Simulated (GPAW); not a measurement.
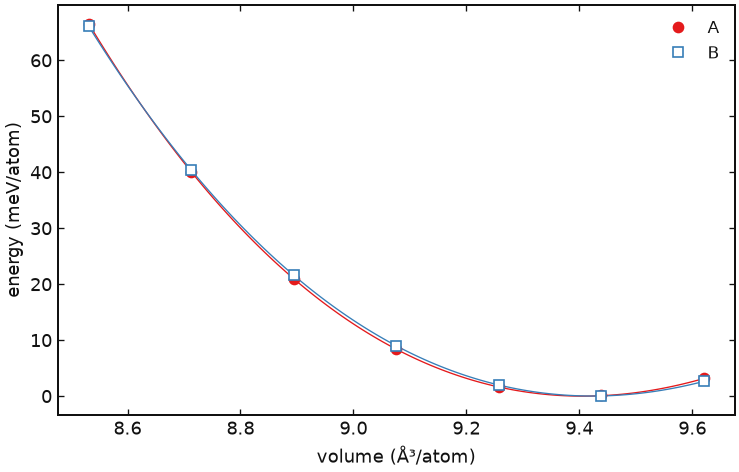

The plot gives the computed energy against volume, with one curve for each functional, for NiO (space group Fm-3m). The labels are replaced by letters. In alphabetical order the cases are: M06-L; r2SCAN.

Computed with GPAW 26.7.0: PAW DFT in plane waves, on a grid or in atomic orbitals, collinear spins; energies at scaled volumes of the given cell, shape and fractions fixed, counted from the fit's minimum, third-order Birch-Murnaghan fit. All runs: collinear spin.

- occupations: Fermi–Dirac
- smearing width: 0.05 eV
- potentials: GPAW PAW data sets (gpaw data 1.2.1)
- wave cutoff: 800 eV

Question: Which letter stands for which functional?

Answer: A: M06-L; B: r2SCAN.

Note: nickel data set pressure off other codes (r2SCAN).
